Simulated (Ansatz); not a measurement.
## Geometry relaxation of Mo (part 1 of 2)

Mo (slab, 12 atoms in the cell), computed with DFT PBE, scalar-relativistic, plane waves, PAW, no spin polarisation (Ansatz 0.2.0).

The structure derives from an entry of the Crystallography Open Database. The input holds or restrains some coordinates. Forces given for the steps count only the free coordinates. It belongs to a series of runs on one base structure; here: clean slab, lower planes held. Figures and captions count atoms from 1; the log counts them from 0 in places.

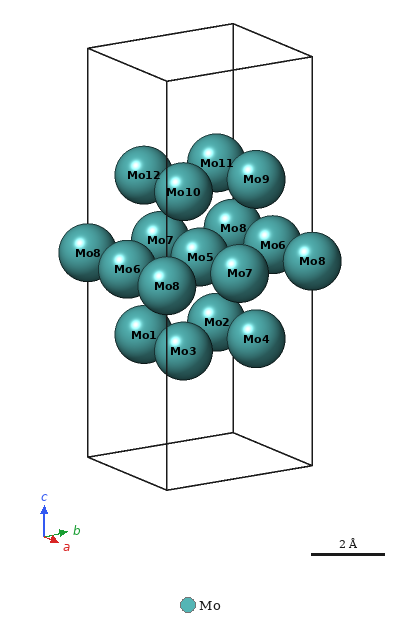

*The starting structure (spheres-only view of the cell of the calculation, with the vacuum cut short, seen slightly off an axis; atoms are numbered from 1 in the order of the input). An atom can appear more than once, as a periodic image.*

Input file:
```yaml
crystal:
  lattice:
    - [5.4740406974, 0.0, 0.0]
    - [-1.8246802325, 5.1609750635, 0.0]
    - [0.0, 0.0, 20.4695355133]
  atoms:
    - { symbol: Mo, position: [0.25, 0.25, 0.3908246963] }
    - { symbol: Mo, position: [0.25, 0.75, 0.3908246963] }
    - { symbol: Mo, position: [0.75, 0.25, 0.3908246963] }
    - { symbol: Mo, position: [0.75, 0.75, 0.3908246963] }
    - { symbol: Mo, position: [0.5, 0.5, 0.5] }
    - { symbol: Mo, position: [0.5, 0.0, 0.5] }
    - { symbol: Mo, position: [0.0, 0.5, 0.5] }
    - { symbol: Mo, position: [0.0, 0.0, 0.5] }
    - { symbol: Mo, position: [0.75, 0.75, 0.6091753037] }
    - { symbol: Mo, position: [0.75, 0.25, 0.6091753037] }
    - { symbol: Mo, position: [0.25, 0.75, 0.6091753037] }
    - { symbol: Mo, position: [0.25, 0.25, 0.6091753037] }
basis:
  ecutwfc: 420
kpoints:
  mp_grid: { grid: [4, 4, 1] }
hamiltonian:
  xc: pbe
scf:
  occupations: { method: gaussian, width: 0.1 }
output:
  forces: true
  eigenvalues: true
  write_density: true
  write_potential: true
  elf: true
  volumetric_format: npy
relax:
  adjacent_minimum: "off"
  f_tol: 0.03
  max_steps: 70
  constraints: [{ sites: [0, 1, 2, 3] }]
efield:
  axis: 3
  dipole_correction: true
  ramp_width: 0.04
```

Hardware: 4 threads of Intel Xeon (Sapphire Rapids), 16 GiB of memory available, shared host.

Command:
```bash
ansatz run input.yaml --threads 4 --pin off --max-ram 12288MiB --backend cpu --events-out ev --progress --plain --runs-dir out
```

Log:
```
Engine: ansatz 0.2.0, x86_64-unknown-linux-gnu
Pseudopotentials: kind: paw
Pseudopotential: Mo, paw, valence charge 14, recommended cutoff 420 eV (normal), Mo.paw.azcp
Functional definition: PBE
  parameter kappa = 0.804
  parameter beta = 0.06672455060314922
  exchange = pbe_x(kappa = kappa, mu = beta*pi^2/3)
  correlation = pbe_c(beta = beta)
Crystal: 12 atoms, lattice volume = 578.293 Å³
Basis set: ecut = 420 eV, 11297 PW (Γ), exchange–correlation on 80×80×288 points (8 copies of the dense FFT grid, shifted against one another)
Bands: 101, of which v1, the nominal top of the filled ones, is band 84 counted from 1 (83 counted from 0)
Symmetry: 16 space group operations
k-points: 7 of 16
Non-local potential: Mo, projectors of the file, l = 0: 3, l = 1: 2, l = 2: 2, l = 3: 1
PAW form: soft (Blöchl's): semilocal exchange-correlation on the pseudo side does not see the compensation charge
PAW one-centre angular grid: Mo, 590 points (default); XC on 64 Gauss nodes
Initial density: superposition of atomic densities (neutral atoms: chi_scale 0, normalization atom), corrected by the library's trained network
Initial wavefunctions: pseudopotential atomic-orbital guess
Functional: x = pbe(κ = 0.804, μ = 0.2195149727645171), c = pbe(β = 0.06672455060314922)
SCF iter   1: F=—  HF=-59461.887773 eV  |F-HF|=—  |Δ(HF+E_count)|=         —  Δρ=5.62e-3  dr2=5.93e-1  ethr=1.77e-3  p=0.000 e·Å  D=1.13e-14 V/Å  ΔV_dip=-0.00 eV  dr2_dipole=1.43e-9  V_vac-E_F(+/−)=4.94/4.94 eV  ⟨swp⟩=9.4  Hψ=3450  notcnv=0
efield: sawtooth ramp at fractional position 0.9800 (placed from the atoms, in the widest stretch of the axis that holds none; the zero of the levels goes with the place), width 0.0400; the density the first Hamiltonian is built on has a dipole p = 0.000 e·Å; the dipole correction subtracts the counter field D = 1.13e-14 V/Å, which shifts the + side's vacuum level by -0.00 eV against the − side's; the planar-averaged density in the ramp window peaks in size at 3.3e-5 e/Å³
preconditioner: auto → LDOS  [metal: Δε(μ)=0.073 eV  Ē_g=3.548 eV  σ=0.100 eV  W_gap=0.39  n_scr=102 (ndim 8)  ℏωp=13.1 eV  f_vac=0.578  D(μ)=13.43/eV (n_scr^D=80)  β→1.0]
SCF iter   2: F=—  HF=-59461.865757 eV  |F-HF|=—  |Δ(HF+E_count)|=   2.20e-2  Δρ=3.00e-3  dr2=1.73e-1  ethr=3.53e-4  p=0.000 e·Å  D=1.29e-7 V/Å  ΔV_dip=-0.00 eV  dr2_dipole=1.04e-9  V_vac-E_F(+/−)=4.72/4.72 eV  ⟨swp⟩=2.0  Hψ=1061  notcnv=0  defer=39
SCF iter   3: F=—  HF=-59461.852736 eV  |F-HF|=—  |Δ(HF+E_count)|=   1.30e-2  Δρ=6.63e-4  dr2=1.56e-2  ethr=1.03e-4  p=0.000 e·Å  D=1.60e-8 V/Å  ΔV_dip=-0.00 eV  dr2_dipole=1.14e-9  V_vac-E_F(+/−)=4.73/4.73 eV  ⟨swp⟩=2.0  Hψ=886  notcnv=0  defer=39
SCF iter   4: F=—  HF=-59461.852816 eV  |F-HF|=—  |Δ(HF+E_count)|=   7.95e-5  Δρ=1.70e-4  dr2=2.56e-4  ethr=9.31e-6  p=0.000 e·Å  D=4.69e-7 V/Å  ΔV_dip=-0.00 eV  dr2_dipole=6.23e-11  V_vac-E_F(+/−)=4.71/4.71 eV  ⟨swp⟩=2.0  Hψ=947  notcnv=0  defer=3
SCF iter   5: F=—  HF=-59461.852805 eV  |F-HF|=—  |Δ(HF+E_count)|=   1.09e-5  Δρ=6.40e-5  dr2=5.45e-5  ethr=1.52e-7  p=0.000 e·Å  D=1.03e-7 V/Å  ΔV_dip=-0.00 eV  dr2_dipole=8.14e-12  V_vac-E_F(+/−)=4.70/4.70 eV  ⟨swp⟩=3.3  Hψ=1322  notcnv=0  defer=3
SCF iter   6: F=-59461.852806 eV  HF=-59461.852810 eV  |F-HF|=4.59e-6  |Δ(HF+E_count)|=   5.44e-6  Δρ=2.66e-5  dr2=9.79e-6  ethr=1.34e-8  p=-0.000 e·Å  D=-2.79e-8 V/Å  ΔV_dip=0.00 eV  dr2_dipole=1.65e-12  V_vac-E_F(+/−)=4.70/4.70 eV  ⟨swp⟩=32.3  Hψ=8078  notcnv=0
SCF 1 converged in 6 iterations: F = -59461.852806 eV  dr2 = 9.79e-6
  greatest PAW one-centre occupation: 0.998 electrons in one spin orbital (limit 2), on the Mo atom at site 11 (counted from 0), in its partial waves of l = 0
relax step   1: F+E_penalty+E_count = -59461.85280565 eV  Δ(F+E_penalty+E_count) = +0.000e0 eV  max|allowed force component| = 7.036e-1 eV/Å  Δτ_max = 0.0000 Å  (6 SCF iters, dr2 threshold 2.25e-5 eV, accepted)
Initial density: handed on by an earlier stage of this run
Initial wavefunctions: those handed on with the density
iter 1 solved again at ethr=3.01e-3 eV; its pass at ethr=3.10e-3 eV (dr2=5.06e0 eV) is discarded
SCF iter   1: F=—  HF=-59462.332216 eV  |F-HF|=—  |Δ(HF+E_count)|=         —  Δρ=1.52e-2  dr2=5.01e0  ethr=3.01e-3  p=0.000 e·Å  D=4.17e-6 V/Å  ΔV_dip=-0.00 eV  dr2_dipole=1.06e0  V_vac-E_F(+/−)=4.72/4.72 eV  ⟨swp⟩=1.0  Hψ=2625  notcnv=0  defer=6
efield: sawtooth ramp at fractional position 0.9800 (handed on by an earlier solve), width 0.0400; the density the first Hamiltonian is built on has a dipole p = 0.000 e·Å; the dipole correction subtracts the counter field D = 4.17e-6 V/Å, which shifts the + side's vacuum level by -0.00 eV against the − side's; the planar-averaged density in the ramp window peaks in size at 5.5e-6 e/Å³
preconditioner: auto → LDOS  [metal: Δε(μ)=0.039 eV  Ē_g=3.700 eV  σ=0.100 eV  W_gap=0.21  n_scr=102 (ndim 8)  ℏωp=13.1 eV  f_vac=0.588  D(μ)=11.30/eV (n_scr^D=66)  β→1.0]
SCF iter   2: F=—  HF=-59462.195865 eV  |F-HF|=—  |Δ(HF+E_count)|=   1.36e-1  Δρ=6.50e-3  dr2=7.74e-1  ethr=2.98e-3  p=0.045 e·Å  D=1.42e-2 V/Å  ΔV_dip=-0.29 eV  dr2_dipole=5.02e-3  V_vac-E_F(+/−)=4.47/4.76 eV  ⟨swp⟩=2.7  Hψ=1072  notcnv=0  defer=15
SCF iter   3: F=—  HF=-59462.148361 eV  |F-HF|=—  |Δ(HF+E_count)|=   4.75e-2  Δρ=3.92e-3  dr2=3.75e-1  ethr=4.61e-4  p=0.013 e·Å  D=4.16e-3 V/Å  ΔV_dip=-0.09 eV  dr2_dipole=1.81e-3  V_vac-E_F(+/−)=4.66/4.74 eV  ⟨swp⟩=2.7  Hψ=1374  notcnv=0  defer=61
SCF iter   4: F=—  HF=-59462.113529 eV  |F-HF|=—  |Δ(HF+E_count)|=   3.48e-2  Δρ=6.27e-4  dr2=5.97e-3  ethr=2.23e-4  p=0.016 e·Å  D=4.95e-3 V/Å  ΔV_dip=-0.10 eV  dr2_dipole=5.65e-4  V_vac-E_F(+/−)=4.64/4.74 eV  ⟨swp⟩=2.0  Hψ=876  notcnv=0  defer=61
SCF iter   5: F=—  HF=-59462.112281 eV  |F-HF|=—  |Δ(HF+E_count)|=   1.25e-3  Δρ=3.96e-4  dr2=3.26e-3  ethr=3.55e-6  p=0.012 e·Å  D=3.62e-3 V/Å  ΔV_dip=-0.07 eV  dr2_dipole=4.06e-5  V_vac-E_F(+/−)=4.65/4.73 eV  ⟨swp⟩=2.7  Hψ=1199  notcnv=0  defer=64
SCF iter   6: F=—  HF=-59462.112090 eV  |F-HF|=—  |Δ(HF+E_count)|=   1.92e-4  Δρ=1.27e-4  dr2=3.70e-4  ethr=1.94e-6  p=0.011 e·Å  D=3.58e-3 V/Å  ΔV_dip=-0.07 eV  dr2_dipole=1.49e-6  V_vac-E_F(+/−)=4.65/4.73 eV  ⟨swp⟩=2.0  Hψ=860  notcnv=0  defer=64
SCF iter   7: F=-59462.112090 eV  HF=-59462.112101 eV  |F-HF|=1.10e-5  |Δ(HF+E_count)|=   1.14e-5  Δρ=2.75e-5  dr2=1.42e-5  ethr=1.84e-8  p=0.011 e·Å  D=3.41e-3 V/Å  ΔV_dip=-0.07 eV  dr2_dipole=1.50e-6  V_vac-E_F(+/−)=4.66/4.73 eV  ⟨swp⟩=23.3  Hψ=7951  notcnv=0
SCF 2 converged in 7 iterations: F = -59462.112090 eV  dr2 = 1.42e-5
relax step   2: F+E_penalty+E_count = -59462.11208991 eV  Δ(F+E_penalty+E_count) = -2.593e-1 eV  max|allowed force component| = 3.036e-1 eV/Å  Δτ_max = 0.1988 Å  (7 SCF iters, dr2 threshold 3.09e-5 eV, accepted)
SCF iter   1: F=—  HF=-59462.130120 eV  |F-HF|=—  |Δ(HF+E_count)|=         —  Δρ=1.45e-3  dr2=4.39e-2  ethr=2.15e-4  p=0.011 e·Å  D=3.41e-3 V/Å  ΔV_dip=-0.07 eV  dr2_dipole=4.15e-3  V_vac-E_F(+/−)=4.66/4.73 eV  ⟨swp⟩=2.0  Hψ=1176  notcnv=0  defer=34
efield: sawtooth ramp at fractional position 0.9800 (handed on by an earlier solve), width 0.0400; the density the first Hamiltonian is built on has a dipole p = 0.011 e·Å; the dipole correction subtracts the counter field D = 3.41e-3 V/Å, which shifts the + side's vacuum level by -0.07 eV against the − side's; the planar-averaged density in the ramp window peaks in size at 5.4e-6 e/Å³
preconditioner: auto → LDOS  [metal: Δε(μ)=0.042 eV  Ē_g=3.671 eV  σ=0.100 eV  W_gap=0.24  n_scr=102 (ndim 8)  ℏωp=13.1 eV  f_vac=0.587  D(μ)=9.35/eV (n_scr^D=52)  β→1.0]
SCF iter   2: F=—  HF=-59462.130499 eV  |F-HF|=—  |Δ(HF+E_count)|=   3.79e-4  Δρ=1.14e-3  dr2=3.41e-2  ethr=2.61e-5  p=-0.000 e·Å  D=-5.01e-5 V/Å  ΔV_dip=0.00 eV  dr2_dipole=8.38e-7  V_vac-E_F(+/−)=4.70/4.70 eV  ⟨swp⟩=2.0  Hψ=1071  notcnv=0  defer=34
SCF iter   3: F=—  HF=-59462.127899 eV  |F-HF|=—  |Δ(HF+E_count)|=   2.60e-3  Δρ=3.84e-4  dr2=3.51e-3  ethr=2.03e-5  p=0.005 e·Å  D=1.50e-3 V/Å  ΔV_dip=-0.03 eV  dr2_dipole=1.09e-7  V_vac-E_F(+/−)=4.68/4.71 eV  ⟨swp⟩=2.0  Hψ=898  notcnv=0  defer=34
SCF iter   4: F=—  HF=-59462.128110 eV  |F-HF|=—  |Δ(HF+E_count)|=   2.11e-4  Δρ=6.94e-5  dr2=6.27e-5  ethr=2.09e-6  p=0.004 e·Å  D=1.16e-3 V/Å  ΔV_dip=-0.02 eV  dr2_dipole=6.74e-7  V_vac-E_F(+/−)=4.68/4.71 eV  ⟨swp⟩=3.0  Hψ=974  notcnv=0  defer=34
SCF iter   5: F=—  HF=-59462.128099 eV  |F-HF|=—  |Δ(HF+E_count)|=   1.03e-5  Δρ=3.30e-5  dr2=1.98e-5  ethr=3.73e-8  p=0.003 e·Å  D=1.03e-3 V/Å  ΔV_dip=-0.02 eV  dr2_dipole=6.48e-7  V_vac-E_F(+/−)=4.68/4.70 eV  ⟨swp⟩=3.0  Hψ=1257  notcnv=0  defer=34
SCF iter   6: F=-59462.128099 eV  HF=-59462.128102 eV  |F-HF|=2.28e-6  |Δ(HF+E_count)|=   2.13e-6  Δρ=1.28e-5  dr2=3.34e-6  ethr=3.43e-9  p=0.003 e·Å  D=1.02e-3 V/Å  ΔV_dip=-0.02 eV  dr2_dipole=6.02e-9  V_vac-E_F(+/−)=4.68/4.70 eV  ⟨swp⟩=19.3  Hψ=7001  notcnv=0
SCF 3 converged in 6 iterations: F = -59462.128099 eV  dr2 = 3.34e-6
relax step   3: F+E_penalty+E_count = -59462.12809925 eV  Δ(F+E_penalty+E_count) = -1.601e-2 eV  max|allowed force component| = 8.879e-2 eV/Å  Δτ_max = 0.0142 Å  (6 SCF iters, dr2 threshold 5.76e-6 eV, accepted)
SCF iter   1: F=—  HF=-59462.129712 eV  |F-HF|=—  |Δ(HF+E_count)|=         —  Δρ=7.74e-4  dr2=2.02e-2  ethr=5.18e-5  p=0.003 e·Å  D=1.02e-3 V/Å  ΔV_dip=-0.02 eV  dr2_dipole=4.57e-3  V_vac-E_F(+/−)=4.68/4.70 eV  ⟨swp⟩=2.0  Hψ=1108  notcnv=0  defer=5
efield: sawtooth ramp at fractional position 0.9800 (handed on by an earlier solve), width 0.0400; the density the first Hamiltonian is built on has a dipole p = 0.003 e·Å; the dipole correction subtracts the counter field D = 1.02e-3 V/Å, which shifts the + side's vacuum level by -0.02 eV against the − side's; the planar-averaged density in the ramp window peaks in size at 5.4e-6 e/Å³
preconditioner: auto → LDOS  [metal: Δε(μ)=0.044 eV  Ē_g=3.672 eV  σ=0.100 eV  W_gap=0.24  n_scr=102 (ndim 8)  ℏωp=13.1 eV  f_vac=0.587  D(μ)=9.44/eV (n_scr^D=52)  β→1.0]
SCF iter   2: F=—  HF=-59462.129030 eV  |F-HF|=—  |Δ(HF+E_count)|=   6.82e-4  Δρ=2.49e-4  dr2=1.09e-3  ethr=1.20e-5  p=-0.001 e·Å  D=-2.39e-4 V/Å  ΔV_dip=0.00 eV  dr2_dipole=5.63e-7  V_vac-E_F(+/−)=4.70/4.69 eV  ⟨swp⟩=1.6  Hψ=843  notcnv=0  defer=5
SCF iter   3: F=—  HF=-59462.129008 eV  |F-HF|=—  |Δ(HF+E_count)|=   2.21e-5  Δρ=1.38e-4  dr2=4.45e-4  ethr=6.49e-7  p=0.002 e·Å  D=4.99e-4 V/Å  ΔV_dip=-0.01 eV  dr2_dipole=1.03e-5  V_vac-E_F(+/−)=4.69/4.70 eV  ⟨swp⟩=3.0  Hψ=1278  notcnv=0  defer=5
SCF iter   4: F=—  HF=-59462.128926 eV  |F-HF|=—  |Δ(HF+E_count)|=   8.21e-5  Δρ=2.68e-5  dr2=1.11e-5  ethr=2.65e-7  p=0.000 e·Å  D=1.44e-4 V/Å  ΔV_dip=-0.00 eV  dr2_dipole=1.11e-8  V_vac-E_F(+/−)=4.69/4.70 eV  ⟨swp⟩=2.1  Hψ=965  notcnv=0  defer=5
SCF iter   5: F=—  HF=-59462.129468 eV  |F-HF|=—  |Δ(HF+E_count)|=   5.42e-4  Δρ=7.88e-6  dr2=1.51e-6  ethr=6.62e-9  p=0.000 e·Å  D=3.94e-5 V/Å  ΔV_dip=-0.00 eV  dr2_dipole=6.54e-8  V_vac-E_F(+/−)=4.69/4.69 eV  ⟨swp⟩=2.4  Hψ=1061  notcnv=0  defer=5
SCF iter   6: F=-59462.129469 eV  HF=-59462.129469 eV  |F-HF|=5.03e-8  |Δ(HF+E_count)|=   6.12e-7  Δρ=2.18e-6  dr2=8.29e-8  ethr=5.95e-11  p=0.000 e·Å  D=5.13e-6 V/Å  ΔV_dip=-0.00 eV  dr2_dipole=2.76e-8  V_vac-E_F(+/−)=4.69/4.69 eV  ⟨swp⟩=16.6  Hψ=6418  notcnv=0
SCF 4 converged in 6 iterations: F = -59462.129469 eV  dr2 = 8.29e-8
  greatest PAW one-centre occupation: 0.998 electrons in one spin orbital (limit 2), on the Mo atom at site 3 (counted from 0), in its partial waves of l = 0
relax step   4: F+E_penalty+E_count = -59462.12946851 eV  Δ(F+E_penalty+E_count) = -1.369e-3 eV  max|allowed force component| = 1.451e-3 eV/Å  Δτ_max = 0.0080 Å  (6 SCF iters, accepted)
```

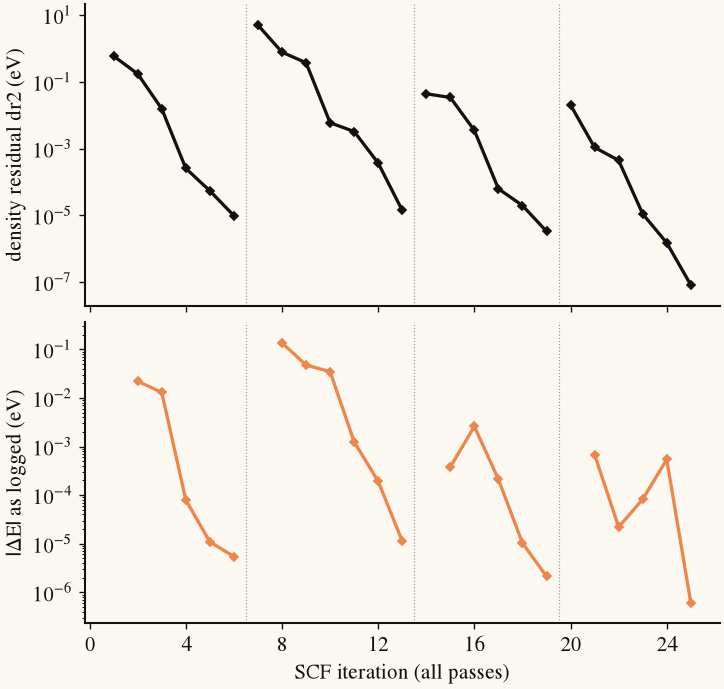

*Convergence of the self-consistent field: density residual dr2 and size of the energy change against the SCF iteration. The dotted lines part the SCF passes of the relaxation: geometry steps, rejected trials and re-solves on a re-selected basis.*

The passes take 6, 7, 6 and 6 iterations.

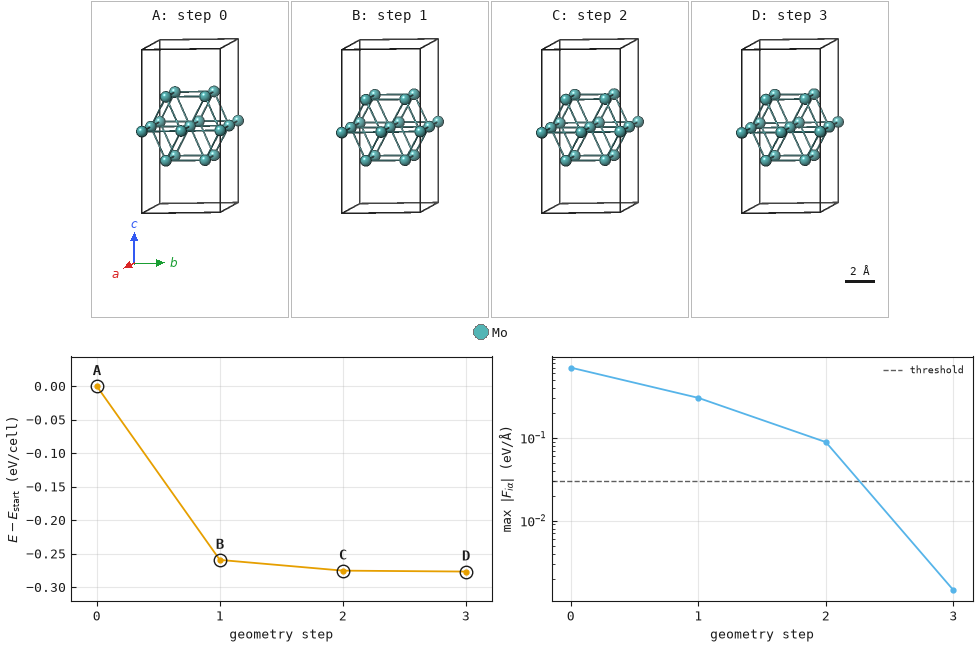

*Frames of the restrained relaxation (ball-and-stick view of the cell of the calculation, with the vacuum cut short, seen slightly off an axis) above the curves, on which the letters mark them (the first geometry is step 0 here and step 1 in the log).*

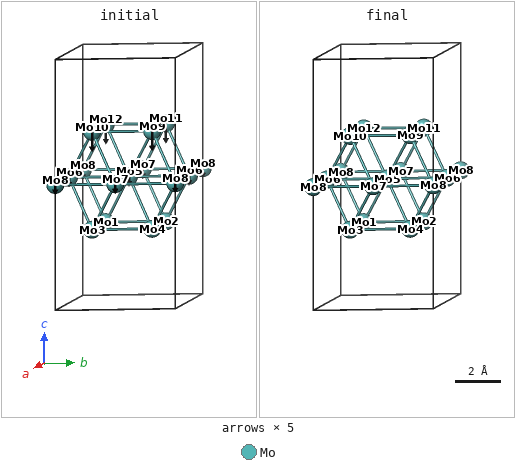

*Before (left) and after (right) the restrained relaxation, at one scale (ball-and-stick view of the cell of the calculation, with the vacuum cut short, seen slightly off an axis). The black arrows give the displacements, magnified 5 times.*

The energy falls by 0.277 eV per cell of the calculation in 3 geometry steps. The largest force component goes from 0.7 to 0.0015 eV/Å. The largest moves, 0.19 Å, are those of Mo9, Mo10, Mo11 and Mo12. The cell doesn't change. Among the contacts that change: Mo1–Mo5 2.737 → 2.662 Å. Among the angles that change: Mo6–Mo2–Mo7 70.5° → 72.8°. (Atoms are counted from 1 in the order of the input.)
